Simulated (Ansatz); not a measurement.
**Geometry relaxation of Ta (part 1 of 2)**

The run: geometry relaxation of Ta (slab, 5 atoms in the cell). Method and program: DFT, PBE, PAW with Ansatz's default frozen-core files, scalar-relativistic, no spin polarisation (Ansatz 0.2.0).

It belongs to a series of runs on one base structure; here: atoms relaxed, PAW files.

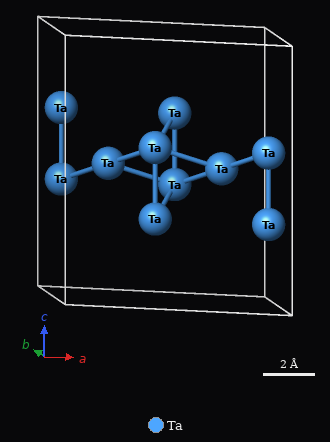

Figure 1. The input geometry (ball-and-stick view of the 2 × 1 repeat of the cell, with the vacuum cut short, seen slightly off an axis).

Results in brief:

- outcome: converged
- electrons treated: 65
- free energy: −49654.7610 eV
- Fermi energy: 1.748 eV
- final volume: 378.54 Å³
- largest force (length of the vector) at the end: 0.002 eV/Å
- hardware: 2 threads of Arm Neoverse V2, 24 GiB of memory available, shared host
- wall time: 49 s (CPU time 96 s)
- peak memory: 0.58 GiB

Warnings of the run: the SCF threshold is looser than advised for the printed stress; the exchange-correlation potential is rough where the density is thin. Spin–orbit coupling is left out, which matters for Ta.

The input:
```yaml
crystal:
  lattice:
    - [4.6945593029, 0.0, 0.0]
    - [-2.3472796515, 4.0656076159, 0.0]
    - [0.0, 0.0, 19.8331]
  atoms:
    - { symbol: Ta, position: [0.833333333, 0.166666667, 0.4033663014] }
    - { symbol: Ta, position: [0.166666667, 0.833333333, 0.4516831505] }
    - { symbol: Ta, position: [0.5, 0.5, 0.5] }
    - { symbol: Ta, position: [0.833333333, 0.166666667, 0.5483168495] }
    - { symbol: Ta, position: [0.166666667, 0.833333333, 0.5966336986] }
kpoints:
  mp_grid: { grid: [9, 9, 1] }
scf:
  occupations: { method: fermi_dirac, width: 0.08 }
hamiltonian:
  xc: pbe
  pseudopotentials: { kind: paw }
output:
  forces: true
  stress: true
  eigenvalues: true
  write_density: true
  write_potential: true
  elf: true
  volumetric_format: npy
relax:
  f_tol: 0.01
  max_steps: 40
efield:
  axis: 3
  amplitude: 0
  dipole_correction: true
```

Launch command:
```bash
ansatz run input.yaml --threads 2 --pin off --max-ram 4096MiB --backend cpu --events-out ev --progress --plain --runs-dir out
```

The program's output:
```
Warning: output.stress: scf.convergence.dr2_threshold = 1e-7 eV (the SCF's general default) is looser than the 5e-10 eV advised for a printed stress (1e-10 eV for each atom of the cell: 5). What an SCF threshold leaves in a stress goes as its square root, and in the free energy as the threshold itself, and one threshold admits the most on a small cell: of the crystals measured, under no hybrid functional and no lock of the moments, on runs that ended without the residual-converged pass, on stresses that held no estimate of that error, the worst erred by over 100 MPa in a component at 1e-7 eV an atom and by under 5 at 1e-10. Every solve of this run answers to scf.convergence.dr2_threshold, and the tensor of one is reported: a single SCF on the reported geometry and on this run's grids (its basis.xc_grid and basis.ecutrho_ratio typed), with scf.convergence.dr2_threshold at 5e-10 eV or tighter, prints it and tightens no other solve. Else set scf.convergence.dr2_threshold to 5e-10 eV or tighter. The threshold is an SCF's pass mark: one that does not reach it within its budget of iterations ends unconverged, or closes short of it on a stop that the run arms, and scf.convergence.dr2_threshold's page says what that costs each kind of run
Engine: ansatz 0.2.0, aarch64-unknown-linux-gnu
Pseudopotentials: kind: paw
Pseudopotential: Ta, paw, valence charge 13, recommended cutoff 420 eV (normal), Ta.paw.azcp
Functional definition: PBE
  parameter kappa = 0.804
  parameter beta = 0.06672455060314922
  exchange = pbe_x(kappa = kappa, mu = beta*pi^2/3)
  correlation = pbe_c(beta = beta)
Crystal: 5 atoms, lattice volume = 378.539 Å³
Basis set: ecut = 420 eV, 7381 PW (Γ), exchange–correlation on 64×64×270 points (8 copies of the dense FFT grid, shifted against one another)
Bands: 39, of which v1, the nominal top of the filled ones, is band 33 counted from 1 (32 counted from 0)
Symmetry: 6 space group operations
k-points: 12 of 81 (time reversal used)
Non-local potential: Ta, projectors of the file, l = 0: 3, l = 1: 2, l = 2: 2, l = 3: 1
PAW form: soft (Blöchl's): semilocal exchange-correlation on the pseudo side does not see the compensation charge
PAW one-centre angular grid: Ta, 590 points (default); XC on 64 Gauss nodes
Initial density: superposition of atomic densities (neutral atoms: chi_scale 0, normalization atom), corrected by the library's trained network
Initial wavefunctions: pseudopotential atomic-orbital guess
Functional: x = pbe(κ = 0.804, μ = 0.2195149727645171), c = pbe(β = 0.06672455060314922)
SCF iter   1: F=—  HF=-49653.948332 eV  |F-HF|=—  |Δ(HF+E_count)|=         —  Δρ=4.12e-3  dr2=1.49e-1  ethr=1.77e-3  p=0.000 e·Å  D=7.89e-14 V/Å  ΔV_dip=-0.00 eV  dr2_dipole=2.50e-8  V_vac-E_F(+/−)=3.72/3.72 eV  ⟨swp⟩=9.8  Hψ=2293  notcnv=0
efield: sawtooth ramp at fractional position 0.9500 (placed from the atoms, in the widest stretch of the axis that holds none; the zero of the levels goes with the place), width 0.1000; the density the first Hamiltonian is built on has a dipole p = 0.000 e·Å; the dipole correction subtracts the counter field D = 7.89e-14 V/Å, which shifts the + side's vacuum level by -0.00 eV against the − side's; the planar-averaged density in the ramp window peaks in size at 6.2e-5 e/Å³
preconditioner: auto → LDOS  [metal: Δε(μ)=0.052 eV  Ē_g=2.896 eV  σ=0.080 eV  W_gap=0.16  n_scr=66 (ndim 8)  ℏωp=9.5 eV  f_vac=0.616  D(μ)=7.18/eV (n_scr^D=52)  β→1.0]
SCF iter   2: F=—  HF=-49653.935207 eV  |F-HF|=—  |Δ(HF+E_count)|=   1.31e-2  Δρ=1.99e-3  dr2=4.44e-2  ethr=2.29e-4  p=-0.000 e·Å  D=-8.56e-6 V/Å  ΔV_dip=0.00 eV  dr2_dipole=1.56e-7  V_vac-E_F(+/−)=3.57/3.57 eV  ⟨swp⟩=3.1  Hψ=862  notcnv=0
SCF iter   3: F=—  HF=-49653.931529 eV  |F-HF|=—  |Δ(HF+E_count)|=   3.68e-3  Δρ=5.79e-4  dr2=6.27e-3  ethr=6.83e-5  p=-0.000 e·Å  D=-5.09e-6 V/Å  ΔV_dip=0.00 eV  dr2_dipole=1.85e-9  V_vac-E_F(+/−)=3.59/3.59 eV  ⟨swp⟩=2.0  Hψ=707  notcnv=0
SCF iter   4: F=—  HF=-49653.931025 eV  |F-HF|=—  |Δ(HF+E_count)|=   5.04e-4  Δρ=2.10e-4  dr2=2.93e-4  ethr=9.65e-6  p=-0.000 e·Å  D=-1.60e-6 V/Å  ΔV_dip=0.00 eV  dr2_dipole=1.06e-9  V_vac-E_F(+/−)=3.57/3.57 eV  ⟨swp⟩=2.1  Hψ=644  notcnv=0
SCF iter   5: F=—  HF=-49653.931198 eV  |F-HF|=—  |Δ(HF+E_count)|=   1.73e-4  Δρ=5.71e-5  dr2=1.68e-5  ethr=4.50e-7  p=-0.000 e·Å  D=-8.13e-7 V/Å  ΔV_dip=0.00 eV  dr2_dipole=4.89e-10  V_vac-E_F(+/−)=3.56/3.56 eV  ⟨swp⟩=2.2  Hψ=710  notcnv=0
SCF iter   6: F=-49653.931206 eV  HF=-49653.931207 eV  |F-HF|=4.24e-7  |Δ(HF+E_count)|=   8.94e-6  Δρ=1.75e-5  dr2=2.38e-6  ethr=3.85e-9  p=-0.000 e·Å  D=-1.30e-7 V/Å  ΔV_dip=0.00 eV  dr2_dipole=8.39e-12  V_vac-E_F(+/−)=3.55/3.55 eV  ⟨swp⟩=18.9  Hψ=4865  notcnv=0
SCF 1 converged in 6 iterations: F = -49653.931206 eV  dr2 = 2.38e-6
  Residual-converged pass: ⟨swp⟩=1.1  Hψ=517  notcnv=0  max |occ|·‖R‖ = 6.9e-9 eV (tolerance 1.0e-8 eV)  dr2=2.38e-6  dr2_onsite=2.30e-8  max |Δocc| = 2.3e-10
  greatest PAW one-centre occupation: 1.000 electrons in one spin orbital (limit 2), on the Ta atom at site 3 (counted from 0), in its partial waves of l = 0
relax step   1: F+E_penalty+E_count = -49653.93120644 eV  Δ(F+E_penalty+E_count) = +0.000e0 eV  max|allowed force component| = 2.458e0 eV/Å  Δτ_max = 0.0000 Å  (6 SCF iters, dr2 threshold 2.50e-6 eV, accepted)
Initial density: handed on by an earlier stage of this run
Initial wavefunctions: those handed on with the density
iter 1 solved again at ethr=2.60e-3 eV; its pass at ethr=3.10e-3 eV (dr2=1.69e0 eV) is discarded
SCF iter   1: F=—  HF=-49654.935203 eV  |F-HF|=—  |Δ(HF+E_count)|=         —  Δρ=1.25e-2  dr2=1.69e0  ethr=2.60e-3  p=-0.000 e·Å  D=-1.30e-7 V/Å  ΔV_dip=0.00 eV  dr2_dipole=7.85e-11  V_vac-E_F(+/−)=3.69/3.69 eV  ⟨swp⟩=1.0  Hψ=1894  notcnv=0
efield: sawtooth ramp at fractional position 0.9500 (handed on by an earlier solve), width 0.1000; the density the first Hamiltonian is built on has a dipole p = -0.000 e·Å; the dipole correction subtracts the counter field D = -1.30e-7 V/Å, which shifts the + side's vacuum level by +0.00 eV against the − side's; the planar-averaged density in the ramp window peaks in size at 5.0e-6 e/Å³
preconditioner: auto → LDOS  [metal: Δε(μ)=0.071 eV  Ē_g=3.266 eV  σ=0.080 eV  W_gap=0.21  n_scr=66 (ndim 8)  ℏωp=9.5 eV  f_vac=0.639  D(μ)=4.97/eV (n_scr^D=8)  β→1.0]
SCF iter   2: F=—  HF=-49654.906282 eV  |F-HF|=—  |Δ(HF+E_count)|=   2.89e-2  Δρ=8.96e-3  dr2=1.52e0  ethr=2.60e-3  p=0.000 e·Å  D=1.53e-6 V/Å  ΔV_dip=-0.00 eV  dr2_dipole=8.74e-8  V_vac-E_F(+/−)=3.35/3.35 eV  ⟨swp⟩=3.8  Hψ=906  notcnv=0
SCF iter   3: F=—  HF=-49654.725021 eV  |F-HF|=—  |Δ(HF+E_count)|=   1.81e-1  Δρ=1.81e-3  dr2=3.88e-2  ethr=2.34e-3  p=-0.000 e·Å  D=-8.77e-6 V/Å  ΔV_dip=0.00 eV  dr2_dipole=4.26e-8  V_vac-E_F(+/−)=3.63/3.63 eV  ⟨swp⟩=3.1  Hψ=806  notcnv=0
SCF iter   4: F=—  HF=-49654.723904 eV  |F-HF|=—  |Δ(HF+E_count)|=   1.12e-3  Δρ=4.90e-4  dr2=1.60e-3  ethr=5.97e-5  p=0.000 e·Å  D=1.79e-7 V/Å  ΔV_dip=-0.00 eV  dr2_dipole=2.22e-8  V_vac-E_F(+/−)=3.66/3.66 eV  ⟨swp⟩=2.7  Hψ=791  notcnv=0
SCF iter   5: F=—  HF=-49654.724287 eV  |F-HF|=—  |Δ(HF+E_count)|=   3.83e-4  Δρ=1.61e-4  dr2=1.76e-4  ethr=2.47e-6  p=-0.000 e·Å  D=-2.34e-6 V/Å  ΔV_dip=0.00 eV  dr2_dipole=6.45e-9  V_vac-E_F(+/−)=3.68/3.68 eV  ⟨swp⟩=2.2  Hψ=719  notcnv=0
SCF iter   6: F=-49654.724321 eV  HF=-49654.724324 eV  |F-HF|=2.73e-6  |Δ(HF+E_count)|=   3.71e-5  Δρ=5.02e-5  dr2=1.64e-5  ethr=1.54e-7  p=0.000 e·Å  D=6.79e-7 V/Å  ΔV_dip=-0.00 eV  dr2_dipole=1.05e-9  V_vac-E_F(+/−)=3.68/3.68 eV  ⟨swp⟩=18.5  Hψ=5366  notcnv=0
SCF 2 converged in 6 iterations: F = -49654.724321 eV  dr2 = 1.64e-5
relax step   2: F+E_penalty+E_count = -49654.72432117 eV  Δ(F+E_penalty+E_count) = -7.931e-1 eV  max|allowed force component| = 6.919e-1 eV/Å  Δτ_max = 0.1959 Å  (6 SCF iters, dr2 threshold 1.00e-4 eV, accepted)
SCF iter   1: F=—  HF=-49654.772860 eV  |F-HF|=—  |Δ(HF+E_count)|=         —  Δρ=4.25e-3  dr2=1.58e-1  ethr=2.68e-3  p=0.000 e·Å  D=6.79e-7 V/Å  ΔV_dip=-0.00 eV  dr2_dipole=9.98e-10  V_vac-E_F(+/−)=3.75/3.75 eV  ⟨swp⟩=4.1  Hψ=953  notcnv=0
efield: sawtooth ramp at fractional position 0.9500 (handed on by an earlier solve), width 0.1000; the density the first Hamiltonian is built on has a dipole p = 0.000 e·Å; the dipole correction subtracts the counter field D = 6.79e-7 V/Å, which shifts the + side's vacuum level by -0.00 eV against the − side's; the planar-averaged density in the ramp window peaks in size at 1.6e-6 e/Å³
preconditioner: auto → LDOS  [metal: Δε(μ)=0.033 eV  Ē_g=3.260 eV  σ=0.080 eV  W_gap=0.10  n_scr=66 (ndim 8)  ℏωp=9.5 eV  f_vac=0.641  D(μ)=4.96/eV (n_scr^D=8)  β→1.0]
SCF iter   2: F=—  HF=-49654.768749 eV  |F-HF|=—  |Δ(HF+E_count)|=   4.11e-3  Δρ=2.76e-3  dr2=1.21e-1  ethr=2.44e-4  p=-0.000 e·Å  D=-4.14e-6 V/Å  ΔV_dip=0.00 eV  dr2_dipole=3.48e-9  V_vac-E_F(+/−)=3.63/3.63 eV  ⟨swp⟩=3.9  Hψ=1115  notcnv=0
SCF iter   3: F=—  HF=-49654.752449 eV  |F-HF|=—  |Δ(HF+E_count)|=   1.63e-2  Δρ=5.77e-4  dr2=3.75e-3  ethr=1.87e-4  p=-0.000 e·Å  D=-5.69e-7 V/Å  ΔV_dip=0.00 eV  dr2_dipole=5.97e-10  V_vac-E_F(+/−)=3.73/3.73 eV  ⟨swp⟩=2.0  Hψ=714  notcnv=0
SCF iter   4: F=—  HF=-49654.752661 eV  |F-HF|=—  |Δ(HF+E_count)|=   2.13e-4  Δρ=1.63e-4  dr2=1.35e-4  ethr=5.76e-6  p=-0.000 e·Å  D=-1.66e-6 V/Å  ΔV_dip=0.00 eV  dr2_dipole=3.53e-13  V_vac-E_F(+/−)=3.73/3.73 eV  ⟨swp⟩=2.4  Hψ=674  notcnv=0
SCF iter   5: F=-49654.752680 eV  HF=-49654.752695 eV  |F-HF|=1.52e-5  |Δ(HF+E_count)|=   3.35e-5  Δρ=6.03e-5  dr2=2.72e-5  ethr=4.60e-8  p=-0.000 e·Å  D=-7.12e-7 V/Å  ΔV_dip=0.00 eV  dr2_dipole=6.25e-12  V_vac-E_F(+/−)=3.73/3.73 eV  ⟨swp⟩=17.0  Hψ=5379  notcnv=0
SCF 3 converged in 5 iterations: F = -49654.752680 eV  dr2 = 2.72e-5
  greatest PAW one-centre occupation: 1.000 electrons in one spin orbital (limit 2), on the Ta atom at site 1 (counted from 0), in its partial waves of l = 0
relax step   3: F+E_penalty+E_count = -49654.75267972 eV  Δ(F+E_penalty+E_count) = -2.836e-2 eV  max|allowed force component| = 3.671e-1 eV/Å  Δτ_max = 0.0639 Å  (5 SCF iters, dr2 threshold 2.99e-5 eV, accepted)
SCF iter   1: F=—  HF=-49654.762501 eV  |F-HF|=—  |Δ(HF+E_count)|=         —  Δρ=1.35e-3  dr2=1.30e-2  ethr=2.48e-4  p=-0.000 e·Å  D=-7.12e-7 V/Å  ΔV_dip=0.00 eV  dr2_dipole=3.34e-11  V_vac-E_F(+/−)=3.72/3.72 eV  ⟨swp⟩=2.9  Hψ=833  notcnv=0
efield: sawtooth ramp at fractional position 0.9500 (handed on by an earlier solve), width 0.1000; the density the first Hamiltonian is built on has a dipole p = -0.000 e·Å; the dipole correction subtracts the counter field D = -7.12e-7 V/Å, which shifts the + side's vacuum level by +0.00 eV against the − side's; the planar-averaged density in the ramp window peaks in size at 1.8e-6 e/Å³
preconditioner: auto → LDOS  [metal: Δε(μ)=0.051 eV  Ē_g=3.189 eV  σ=0.080 eV  W_gap=0.16  n_scr=66 (ndim 8)  ℏωp=9.5 eV  f_vac=0.638  D(μ)=5.12/eV (n_scr^D=14)  β→1.0]
SCF iter   2: F=—  HF=-49654.761855 eV  |F-HF|=—  |Δ(HF+E_count)|=   6.46e-4  Δρ=7.52e-4  dr2=8.38e-3  ethr=2.00e-5  p=-0.000 e·Å  D=-5.68e-7 V/Å  ΔV_dip=0.00 eV  dr2_dipole=2.03e-11  V_vac-E_F(+/−)=3.75/3.75 eV  ⟨swp⟩=2.8  Hψ=1021  notcnv=0
SCF iter   3: F=—  HF=-49654.760963 eV  |F-HF|=—  |Δ(HF+E_count)|=   8.92e-4  Δρ=1.74e-4  dr2=3.71e-4  ethr=1.29e-5  p=-0.000 e·Å  D=-3.50e-7 V/Å  ΔV_dip=0.00 eV  dr2_dipole=1.53e-12  V_vac-E_F(+/−)=3.72/3.72 eV  ⟨swp⟩=2.0  Hψ=647  notcnv=0
SCF iter   4: F=—  HF=-49654.760950 eV  |F-HF|=—  |Δ(HF+E_count)|=   1.29e-5  Δρ=5.02e-5  dr2=1.23e-5  ethr=5.71e-7  p=-0.000 e·Å  D=-3.57e-8 V/Å  ΔV_dip=0.00 eV  dr2_dipole=2.52e-12  V_vac-E_F(+/−)=3.72/3.72 eV  ⟨swp⟩=2.0  Hψ=613  notcnv=0
SCF iter   5: F=-49654.760953 eV  HF=-49654.760953 eV  |F-HF|=6.73e-7  |Δ(HF+E_count)|=   3.53e-6  Δρ=1.68e-5  dr2=1.99e-6  ethr=1.64e-8  p=-0.000 e·Å  D=-1.48e-7 V/Å  ΔV_dip=0.00 eV  dr2_dipole=9.83e-13  V_vac-E_F(+/−)=3.72/3.72 eV  ⟨swp⟩=18.9  Hψ=5368  notcnv=0
SCF 4 converged in 5 iterations: F = -49654.760953 eV  dr2 = 1.99e-6
  Residual-converged pass: ⟨swp⟩=1.2  Hψ=518  notcnv=0  max |occ|·‖R‖ = 7.0e-9 eV (tolerance 1.0e-8 eV)  dr2=1.99e-6  dr2_onsite=1.97e-8  max |Δocc| = 1.8e-10
relax step   4: F+E_penalty+E_count = -49654.76095278 eV  Δ(F+E_penalty+E_count) = -8.273e-3 eV  max|allowed force component| = 1.904e-2 eV/Å  Δτ_max = 0.0212 Å  (5 SCF iters, dr2 threshold 1.07e-5 eV, accepted)
iter 1 solved again at ethr=3.06e-9 eV; its pass at ethr=3.10e-3 eV (dr2=1.99e-6 eV) is discarded
SCF iter   1: F=—  HF=-49654.760960 eV  |F-HF|=—  |Δ(HF+E_count)|=         —  Δρ=1.68e-5  dr2=1.99e-6  ethr=3.06e-9  p=-0.000 e·Å  D=-1.48e-7 V/Å  ΔV_dip=0.00 eV  dr2_dipole=7.77e-13  V_vac-E_F(+/−)=3.72/3.72 eV  ⟨swp⟩=1.0  Hψ=1224  notcnv=0
efield: sawtooth ramp at fractional position 0.9500 (handed on by an earlier solve), width 0.1000; the density the first Hamiltonian is built on has a dipole p = -0.000 e·Å; the dipole correction subtracts the counter field D = -1.48e-7 V/Å, which shifts the + side's vacuum level by +0.00 eV against the − side's; the planar-averaged density in the ramp window peaks in size at 2.0e-6 e/Å³
preconditioner: auto → LDOS  [metal: Δε(μ)=0.051 eV  Ē_g=3.199 eV  σ=0.080 eV  W_gap=0.16  n_scr=66 (ndim 8)  ℏωp=9.5 eV  f_vac=0.638  D(μ)=5.10/eV (n_scr^D=14)  β→1.0]
SCF iter   2: F=—  HF=-49654.760954 eV  |F-HF|=—  |Δ(HF+E_count)|=   5.42e-6  Δρ=1.25e-5  dr2=1.41e-6  ethr=3.06e-9  p=-0.000 e·Å  D=-9.89e-8 V/Å  ΔV_dip=0.00 eV  dr2_dipole=2.01e-12  V_vac-E_F(+/−)=3.72/3.72 eV  ⟨swp⟩=3.0  Hψ=1044  notcnv=0
SCF iter   3: F=-49654.760954 eV  HF=-49654.760954 eV  |F-HF|=3.45e-8  |Δ(HF+E_count)|=   1.38e-7  Δρ=2.90e-6  dr2=5.41e-8  ethr=1.54e-10  p=-0.000 e·Å  D=-1.39e-7 V/Å  ΔV_dip=0.00 eV  dr2_dipole=2.29e-13  V_vac-E_F(+/−)=3.72/3.72 eV  ⟨swp⟩=10.2  Hψ=3936  notcnv=0
SCF 5 converged in 3 iterations: F = -49654.760954 eV  dr2 = 5.41e-8
relax step   5: F+E_penalty+E_count = -49654.76095401 eV  Δ(F+E_penalty+E_count) = -1.228e-6 eV  max|allowed force component| = 1.891e-2 eV/Å  Δτ_max = 0.0000 Å  (3 SCF iters, accepted)
SCF iter   1: F=—  HF=-49654.760811 eV  |F-HF|=—  |Δ(HF+E_count)|=         —  Δρ=1.06e-4  dr2=6.79e-5  ethr=1.31e-6  p=-0.000 e·Å  D=-1.39e-7 V/Å  ΔV_dip=0.00 eV  dr2_dipole=1.67e-11  V_vac-E_F(+/−)=3.72/3.72 eV  ⟨swp⟩=2.0  Hψ=792  notcnv=0
efield: sawtooth ramp at fractional position 0.9500 (handed on by an earlier solve), width 0.1000; the density the first Hamiltonian is built on has a dipole p = -0.000 e·Å; the dipole correction subtracts the counter field D = -1.39e-7 V/Å, which shifts the + side's vacuum level by +0.00 eV against the − side's; the planar-averaged density in the ramp window peaks in size at 2.0e-6 e/Å³
preconditioner: auto → LDOS  [metal: Δε(μ)=0.050 eV  Ē_g=3.197 eV  σ=0.080 eV  W_gap=0.16  n_scr=66 (ndim 8)  ℏωp=9.5 eV  f_vac=0.638  D(μ)=5.11/eV (n_scr^D=14)  β→1.0]
SCF iter   2: F=—  HF=-49654.760994 eV  |F-HF|=—  |Δ(HF+E_count)|=   1.83e-4  Δρ=6.74e-5  dr2=5.77e-5  ethr=1.04e-7  p=0.000 e·Å  D=5.11e-8 V/Å  ΔV_dip=-0.00 eV  dr2_dipole=1.76e-11  V_vac-E_F(+/−)=3.72/3.72 eV  ⟨swp⟩=3.2  Hψ=1153  notcnv=0
SCF iter   3: F=—  HF=-49654.760987 eV  |F-HF|=—  |Δ(HF+E_count)|=   6.43e-6  Δρ=1.18e-5  dr2=1.66e-6  ethr=8.88e-8  p=-0.000 e·Å  D=-3.96e-8 V/Å  ΔV_dip=0.00 eV  dr2_dipole=2.95e-13  V_vac-E_F(+/−)=3.72/3.72 eV  ⟨swp⟩=2.0  Hψ=633  notcnv=0
SCF iter   4: F=-49654.760987 eV  HF=-49654.760987 eV  |F-HF|=3.42e-8  |Δ(HF+E_count)|=   5.93e-8  Δρ=3.35e-6  dr2=4.96e-8  ethr=1.54e-10  p=0.000 e·Å  D=5.24e-9 V/Å  ΔV_dip=-0.00 eV  dr2_dipole=2.64e-14  V_vac-E_F(+/−)=3.72/3.72 eV  ⟨swp⟩=12.7  Hψ=4301  notcnv=0
SCF 6 converged in 4 iterations: F = -49654.760987 eV  dr2 = 4.96e-8
relax step   6: F+E_penalty+E_count = -49654.76098734 eV  Δ(F+E_penalty+E_count) = -3.334e-5 eV  max|allowed force component| = 1.530e-3 eV/Å  Δτ_max = 0.0017 Å  (4 SCF iters, accepted)
```

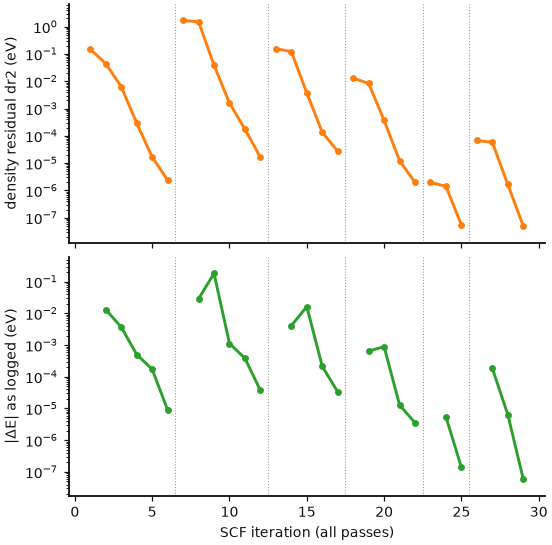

Figure 2. Convergence of the self-consistent field: density residual dr2 and size of the energy change against the SCF iteration. The dotted lines part the SCF passes of the relaxation: geometry steps, rejected trials and re-solves on a re-selected basis. The 6 passes take 3 to 6 iterations each, 29 in all.
